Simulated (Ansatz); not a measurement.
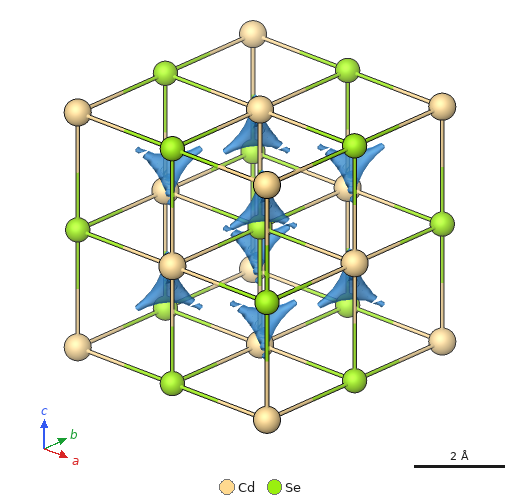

The blue surface encloses the points that the centre of a probe sphere of radius 0.40 Å can occupy in CdSe (Fm-3m, No. 225), computed on a grid of about 0.16 Å (1×1×1 cells shown, view from a free direction; pale faces close the region where the box cuts it).

Atoms are hard spheres with Shannon crystal radii (six-coordinate where tabulated): Cd 1.09 Å, Se 1.84 Å.

The cell is taken from the input geometry of an electronic-structure calculation (not necessarily at equilibrium).

```
Cd Se
1.0
     5.74792    0.00000    0.00000
     0.00000    5.74792    0.00000
     0.00000    0.00000    5.74792
Cd Se
4 4
Direct
  0.00000 0.00000 0.00000
  0.00000 0.50000 0.50000
  0.50000 0.00000 0.50000
  0.50000 0.50000 0.00000
  0.50000 0.00000 0.00000
  0.50000 0.50000 0.50000
  0.00000 0.00000 0.50000
  0.00000 0.50000 0.00000
```

### Do these regions connect?

They are isolated pockets that do not connect across cells.

### What share of the cell can the probe's centre reach?

About 1.7 % of the volume (3.2 Å³ of 189.9 Å³).

### Give the largest included and the largest free sphere.

The largest sphere that fits anywhere has a diameter of 1.30 Å; the largest that can travel through the crystal, about 0.6 Å.

### How does the connectivity change as the probe shrinks?

Below a radius of about 0.29 Å the space forms a three-dimensional network. These are grid estimates, good to about 0.05 Å.
